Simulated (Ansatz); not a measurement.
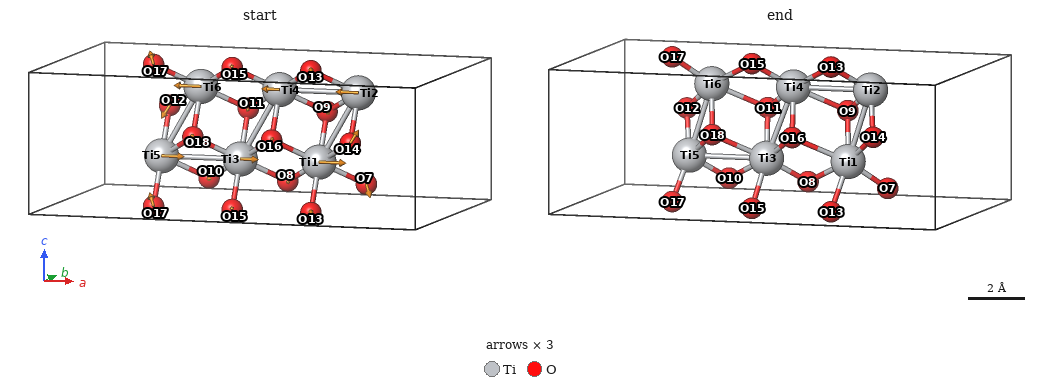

The structure of a wire of composition TiO₂ before (left) and after (right) a relaxation, at one scale. The orange arrows give the displacements (the part carried along by the change of the cell is left out), magnified 3 times.

A ball-and-stick model of the cell of the calculation, with the vacuum cut short, seen slightly off an axis.

Case: armchair ribbon, 6 formula units a period.

Computed with DFT PBE, scalar-relativistic, plane waves, PAW in Ansatz. Set-up: plane-wave cutoff 420 eV; k-point mesh 1 × 1 × 7; occupations gaussian; smearing width 0.05 eV; no spin polarisation; cell relaxed at fixed a, b, alpha, beta, gamma; force threshold 0.02 eV/Å; at most 45 steps.

**Summarise the run.**

The largest moves relative to the layer's centre, 0.35 Å, are those of Ti1 and Ti6. Largest moves by element: Ti 0.35 Å, O 0.20 Å. Along the periodic axis the drawn cell goes c 5.178 → 5.283 Å (+2.0 %). Near-neighbour distances that change, for instance: Ti1–Ti4 2.990 → 3.363 Å, Ti1–O16 1.977 → 2.256 Å, Ti3–O10 1.977 → 2.214 Å, Ti1–Ti2 2.990 → 2.775 Å. Bond angles that change, for instance: Ti3–O15–Ti6 98.2° → 104.8°, Ti1–O13–Ti2 98.2° → 92.8°, Ti3–O15–Ti4 98.2° → 95.6°. After 9 accepted moves (11 points after the start) the energy has fallen by 3.305 eV per cell of the calculation. The largest force component goes from 4 to 0.0054 eV/Å. The SCF was repeated twice at an unchanged geometry on a basis and grid sized afresh for the cell, which shifted the energy by 20.1 meV per cell of the calculation at most.
